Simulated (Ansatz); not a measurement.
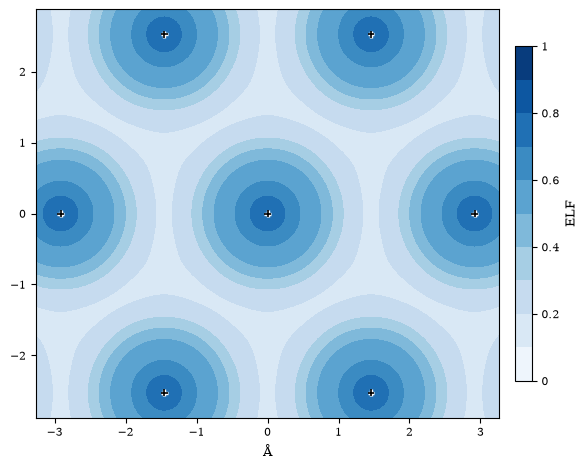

The electron localisation function on a plane through atoms (crosses mark nuclei in the plane).

Method: Ansatz 0.2.0, DFT r2SCAN, scalar-relativistic, plane waves, PAW.

Candidates:
A. Au, a = 5.83 Å, b = 5.83 Å, c = 5.83 Å, α = 60.00°, β = 60.00°, γ = 60.00°. Space group Fm-3m; a structure from a database of computed crystals, not necessarily the ambient phase.
B. ZrO2, a = 5.09 Å, b = 5.09 Å, c = 5.09 Å, α = 90.00°, β = 90.00°, γ = 90.00°. Space group Fm-3m; a structure from a database of computed crystals, not necessarily the ambient phase.
C. AlCu3, a = 5.78 Å, b = 5.78 Å, c = 5.78 Å, α = 90.00°, β = 90.00°, γ = 90.00°. Space group Fm-3m; a structure from a database of computed crystals, not necessarily the ambient phase; computed without spin polarisation.

Which system is this?

Answer. Candidate A: Au on the (001) plane of the calculation cell, which holds Au. Au–Au (2.92 Å): the ELF is about 0.20 at the midpoint: no shared electron pair shows on this line.
